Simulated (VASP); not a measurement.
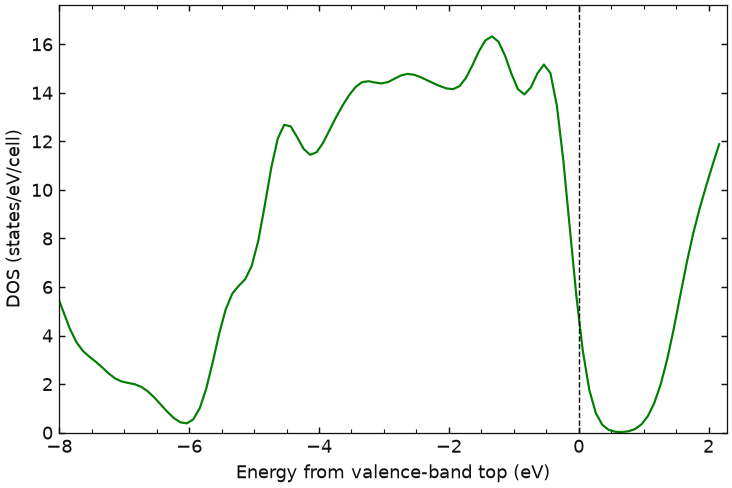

Density of states. Energies are counted from the top of the valence band. The DOS curve is built from the levels of the k mesh with Gaussians 0.55 eV wide, which also blur the band edges; ripples of that width can come from the mesh.

Calculation on Sb₂S₃, space group Pnma, 20 atoms in the cell; a = 11.29 Å, b = 3.83 Å, c = 10.92 Å, α = 90.00°, β = 90.00°, γ = 90.00°.

Method: PBE, VASP PAW PBE potentials, release 64 (Sb, S), no spin polarisation, no spin-orbit coupling, 4×8×4 k mesh, 520 eV cutoff (VASP 6.6.1).

Metal or insulator, going by the density of states?

There is a gap; over the k points computed it is 1.24 eV.

Spin-orbit coupling is left out, which matters for Sb. LDA, GGA and most meta-GGA functionals understate gaps. The cell was derived from a database entry in an earlier step, so it needn't be the measured one.
